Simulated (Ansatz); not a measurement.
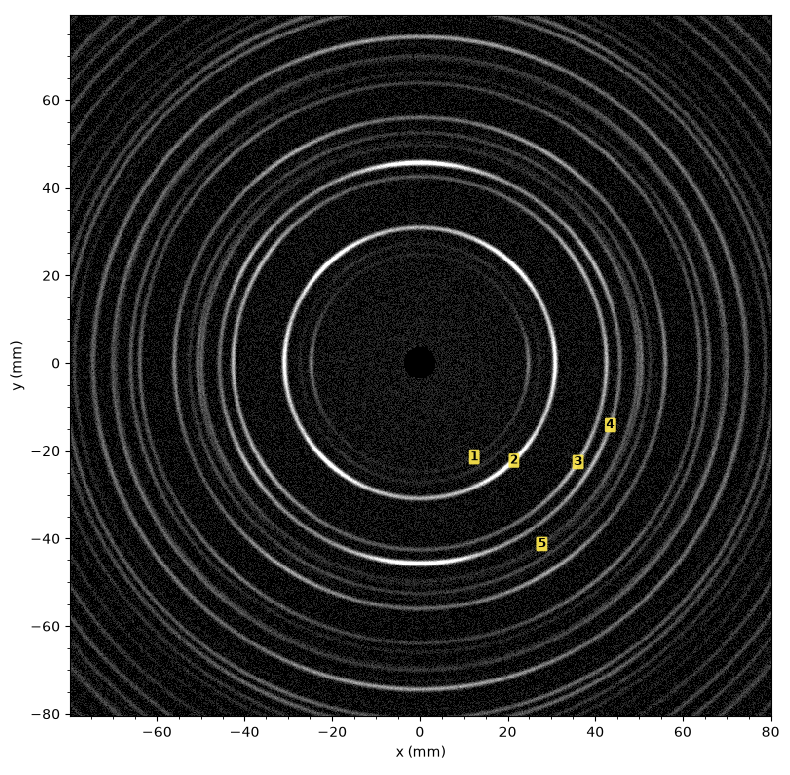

Simulated X-ray powder rings on a flat area detector normal to the beam: λ = 0.5594 Å, sample-to-detector distance 180 mm, axes in mm from the beam centre, for a sample with fibre texture (March–Dollase model, fibre axis vertical in the picture). Kinematic intensities with B = 1.0 Å² for all atoms, without absorption; brightness goes as intensity to the power 0.5, clipped at the top, with counting noise. Reflections closer than the ring width show as one ring.

The sample is Bi, space group R-3m, a = 4.513 Å, b = 4.513 Å, c = 12.285 Å, α = 90.00°, β = 90.00°, γ = 120.00°. It is based on the end point of a relaxation at fixed volume with Ansatz 0.2.0, DFT HSE06, scalar-relativistic, plane waves, PAW.

> Give radius, d-spacing and indices of the numbered rings.

```json
{"ring": "1", "radius": "24.8 mm", "2θ (°)": "7.83", "d (Å)": "4.09", "hkl": "003"}
{"ring": "2", "radius": "30.9 mm", "2θ (°)": "9.73", "d (Å)": "3.30", "hkl": "012"}
{"ring": "3", "radius": "42.6 mm", "2θ (°)": "13.30", "d (Å)": "2.41", "hkl": "104"}
{"ring": "4", "radius": "45.7 mm", "2θ (°)": "14.24", "d (Å)": "2.26", "hkl": "110"}
{"ring": "5", "radius": "49.8 mm", "2θ (°)": "15.46", "d (Å)": "2.08", "hkl": "015"}
```

> Which lattice planes lie preferentially normal to the fibre axis?

The (1 1 0) planes: ring 4 is concentrated at the top and bottom of the pattern (March parameter 0.35).
